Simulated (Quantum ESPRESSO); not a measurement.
# 1T-PbI2, 1 layer, stepped through biaxial strain, part 3 of 9

What law, if any, do the results for 1T-PbI2, 1 layer follow against biaxial strain?

Quantum ESPRESSO 7.5; plane-wave DFT, PBE, GBRV ultrasoft pseudopotentials.

So far. Step 2 (Variable-cell relaxation of the reference):  The last row is no step: it is a fresh SCF in the final cell with a new plane-wave basis, -0 meV from the row before. Step 3 (Relaxing the ions, -4 %): The relaxation lowers the energy by 13 meV an atom.

## Step 4: SCF with pw.x, -4 %

The self-consistent run of this member.

Contents of m0.scf.in:

```
&control
  prefix = 'm0.scf'
  outdir = './out'
  pseudo_dir = './pseudo'
  calculation = 'scf'
  tprnfor = .true.
/
&system
  ibrav = 0
  nat = 3
  ntyp = 2
  ecutwfc = 40
  ecutrho = 200
  occupations = 'smearing'
  smearing = 'fd'
  degauss = 0.002
  nbnd = 18
/
&electrons
  conv_thr = 1e-09
  mixing_beta = 0.4
  electron_maxstep = 120
  mixing_mode = 'plain'
/
ATOMIC_SPECIES
  I   126.9045  i_pbe_v1.uspp.F.UPF
  Pb  207.2000  pb_pbe_v1.uspp.F.UPF
CELL_PARAMETERS angstrom
  4.47883271424000 0.00000000000000 0.00000000000000
  -2.23941635712000 3.87878291040000 0.00000000000000
  0.00000000000000 0.00000000000000 16.78885438200000
ATOMIC_POSITIONS crystal
  I   0.666666666700 0.333333333300 0.383012229900
  Pb  0.000000000000 0.000000000000 0.500000000000
  I   0.333333333300 0.666666666700 0.616987770100
K_POINTS automatic
  6 6 1 0 0 0
```

Run with:

```bash
OMP_NUM_THREADS=1 mpirun -n 4 pw.x -nk 2 -in m0.scf.in > m0.scf.out
```

The log of the run:

```text
[banner, memory and clock lines left out]
Program PWSCF v.7.5 starts
[citation notice left out]

[...]
Message from routine setup:
[...]
bravais-lattice index     =            0
     lattice parameter (alat)  =       8.4638  a.u.
     unit-cell volume          =    1968.2397 (a.u.)^3
     number of atoms/cell      =            3
     number of atomic types    =            2
     number of electrons       =        28.00
     number of Kohn-Sham states=           18
     kinetic-energy cutoff     =      40.0000  Ry
     charge density cutoff     =     200.0000  Ry
     scf convergence threshold =      1.0E-09
     mixing beta               =       0.4000
     number of iterations used =            8  plain     mixing
     Exchange-correlation= SLA  PW   PBE  PBE
                           (   1   4   3   4   0   0   0)

[...]
PseudoPot. # 1 for I  read from file:
     ./pseudo/i_pbe_v1.uspp.F.UPF
     Pseudo is Ultrasoft + core correction, Zval =  7.0
     Generated by new atomic code, or converted to UPF format
     Using radial grid of  893 points,  6 beta functions with:
                l(1) =   0
                l(2) =   0
                l(3) =   1
                l(4) =   1
                l(5) =   2
                l(6) =   2
     Q(r) pseudized with  8 coefficients,  rinner =    1.500   1.500   1.500
                                                       1.500   1.500

     PseudoPot. # 2 for Pb read from file:
     ./pseudo/pb_pbe_v1.uspp.F.UPF
     Pseudo is Ultrasoft + core correction, Zval = 14.0
     Generated by new atomic code, or converted to UPF format
     Using radial grid of  899 points,  6 beta functions with:
                l(1) =   0
                l(2) =   0
                l(3) =   1
                l(4) =   1
                l(5) =   2
                l(6) =   2
     Q(r) pseudized with  6 coefficients,  rinner =    1.000   1.000   1.000
                                                       1.000   1.000

     atomic species   valence    mass     pseudopotential
     I                 7.00   126.90450     I ( 1.00)
     Pb               14.00   207.20000     Pb( 1.00)

     12 Sym. Ops., with inversion, found

[...]
number of k points=     7  Fermi-Dirac smearing, width (Ry)=  0.0020
[...]
Dense  grid:    93785 G-vectors     FFT dimensions: (  40,  40, 144)

     Smooth grid:    67207 G-vectors     FFT dimensions: (  36,  36, 128)

     Check: negative core charge=   -0.000004

     Initial potential from superposition of free atoms

     starting charge      27.9974, renormalised to      28.0000

     negative rho (up, down):  1.698E-02 0.000E+00
     Starting wfcs are   17 randomized atomic wfcs +    1 random wfcs

     per-process dynamical memory:    39.8 Mb

     Self-consistent Calculation

     iteration #  1     ecut=    40.00 Ry     beta= 0.40
     Davidson diagonalization with overlap
     ethr =  1.00E-02,  avg # of iterations =  4.4

     Threshold (ethr) on eigenvalues was too large:
     Diagonalizing with lowered threshold

     Davidson diagonalization with overlap
     ethr =  2.39E-04,  avg # of iterations =  5.1

     negative rho (up, down):  1.651E-02 0.000E+00

     total energy              =    -295.58794623 Ry
     estimated scf accuracy    <       0.06405546 Ry

     iteration #  2     ecut=    40.00 Ry     beta= 0.40
[...]
negative rho (up, down):  1.656E-02 0.000E+00

[...]
total energy              =    -295.60140606 Ry
     estimated scf accuracy    <       0.01449469 Ry

     iteration #  3     ecut=    40.00 Ry     beta= 0.40
[...]
negative rho (up, down):  1.647E-02 0.000E+00

[...]
total energy              =    -295.60399082 Ry
     estimated scf accuracy    <       0.00170611 Ry

     iteration #  4     ecut=    40.00 Ry     beta= 0.40
[...]
negative rho (up, down):  1.644E-02 0.000E+00

[...]
total energy              =    -295.60419468 Ry
     estimated scf accuracy    <       0.00022569 Ry

     iteration #  5     ecut=    40.00 Ry     beta= 0.40
[...]
negative rho (up, down):  1.648E-02 0.000E+00

[...]
total energy              =    -295.60423658 Ry
     estimated scf accuracy    <       0.00000523 Ry

     iteration #  6     ecut=    40.00 Ry     beta= 0.40
[...]
negative rho (up, down):  1.657E-02 0.000E+00

[...]
total energy              =    -295.60425261 Ry
     estimated scf accuracy    <       0.00000138 Ry

     iteration #  7     ecut=    40.00 Ry     beta= 0.40
[...]
negative rho (up, down):  1.656E-02 0.000E+00

[...]
total energy              =    -295.60425294 Ry
     estimated scf accuracy    <       0.00000021 Ry

     iteration #  8     ecut=    40.00 Ry     beta= 0.40
[...]
negative rho (up, down):  1.657E-02 0.000E+00

[...]
total energy              =    -295.60425302 Ry
     estimated scf accuracy    <       0.00000002 Ry

     iteration #  9     ecut=    40.00 Ry     beta= 0.40
[...]
negative rho (up, down):  1.657E-02 0.000E+00

[...]
total energy              =    -295.60425303 Ry
     estimated scf accuracy    <          1.3E-09 Ry

     iteration # 10     ecut=    40.00 Ry     beta= 0.40
[...]
negative rho (up, down):  1.657E-02 0.000E+00

[...]
End of self-consistent calculation

          k = 0.0000 0.0000 0.0000 (  8469 PWs)   bands (ev):

   -17.9849 -17.9849 -17.9612 -17.9576 -17.9576 -13.8479 -13.3693  -8.7575
    -3.3031  -2.6763  -2.6763  -2.4501  -2.4501  -2.3282   0.7010   1.5776
     1.5776   3.4559

          k = 0.0000 0.1925 0.0000 (  8439 PWs)   bands (ev):

   -17.9910 -17.9791 -17.9631 -17.9581 -17.9575 -13.7273 -13.2958  -8.8284
    -3.5857  -3.3112  -2.9985  -2.9660  -2.4669  -1.9923   1.1296   1.6408
     1.7655   3.8280

[...]
the Fermi energy is    -0.3338 ev

!    total energy              =    -295.60425303 Ry
     estimated scf accuracy    <          3.1E-10 Ry
     smearing contrib. (-TS)   =       0.00000000 Ry
     internal energy E=F+TS    =    -295.60425303 Ry

     The total energy is F=E-TS. E is the sum of the following terms:
     one-electron contribution =    -450.90942837 Ry
     hartree contribution      =     233.81713674 Ry
     xc contribution           =    -160.14333986 Ry
     ewald contribution        =      81.63137846 Ry

     convergence has been achieved in  10 iterations

     negative rho (up, down):  1.657E-02 0.000E+00

     Forces acting on atoms (cartesian axes, Ry/au):

     atom    1 type  1   force =    -0.00000000   -0.00000000    0.00008882
     atom    2 type  2   force =     0.00000000    0.00000000    0.00000000
     atom    3 type  1   force =     0.00000000    0.00000000   -0.00008882

     Total force =     0.000126     Total SCF correction =     0.000038
     SCF correction compared to forces is large: reduce conv_thr to get better values

[...]
```

Wall time 12 s (4 MPI ranks of Arm Neoverse V1, shared host); peak memory 0.56 GiB; 47 s of CPU time.

Read from the output:

| Quantity | Value |
| --- | --- |
| free energy | -4021.9008 eV |
| Fermi energy | -0.3338 eV |
| valence top, on the run's zero | -1.992 eV |
| conduction bottom, on the run's zero | 0.7010 eV |
| gap by band count | 2.693 eV |

## Step 5: Electrostatic potential, -4 %

plot_num = 11 writes the bare and Hartree potential, from which vacuum levels or, in a crystal, the mean potential are read.

Contents of m0.pot.in:

```
&inputpp
  prefix = 'm0.scf'
  outdir = './out'
  filplot = 'm0.pot.dat'
  plot_num = 11
/
```

Run with:

```bash
OMP_NUM_THREADS=1 mpirun -n 4 pp.x -in m0.pot.in > m0.pot.out
```

The log of the run:

```text
[banner, memory and clock lines left out]
Program POST-PROC v.7.5 starts

          URL

     ./out/m0.scf.save/

     IMPORTANT: XC functional enforced from input :
     Exchange-correlation= PBE
                           (   1   4   3   4   0   0   0)
     Any further DFT definition will be discarded
     Please, verify this is what you really want

     Check: negative core charge=   -0.000004

     negative rho (up, down):  1.657E-02 0.000E+00

     Calling punch_plot, plot_num =  11
     Writing data to file  m0.pot.dat
     Message from routine chdens:
     namelist plot not found or invalid, exiting
```

The job ended after 1.1 s (4 MPI ranks; peak memory 0.11 GiB; 4 s of CPU time).

Numbers from this step:

* slope of the potential below: -1.76e-4 eV/Å
* lower vacuum line continued to the bottom atoms, over the valence top: 6.287 eV
* vacuum level at the lower face over the valence top of the mesh: 6.288 eV

Electrostatic potential energy of an electron; zero at the highest filled level of the SCF mesh. Table of potential energy, planar mean by z:

| z (Å) | potential energy, planar mean (eV) |
| --- | --- |
| 0 | 6.29 |
| 2 | 6.29 |
| 4 | 6.25 |
| 6 | -4.25 |
| 8 | -5.25 |
| 10 | -6.09 |
| 12 | 5.93 |
| 14 | 6.29 |
| 16 | 6.29 |

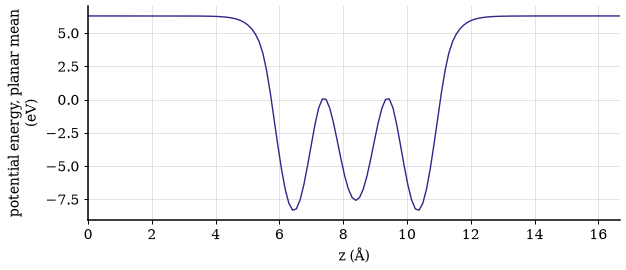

Potential energy, planar mean, plotted against z.

(Continued in part 4 of 9.)

[Logs are printed without paths, hosts, clocks, repeated set-up lines and the standing remarks that a program may print on its own settings, such as how far it seeks lower states.]

[Hosts, paths, dates, database ids (printed as entryN), source tags and the programs' standing remarks are cut or masked in the printed files.]

[Maps of the electrostatic potential energy from Ansatz leave out the sawtooth potential of an applied field or a dipole correction, so their vacuum need not be flat; planar profiles and work functions include it.]
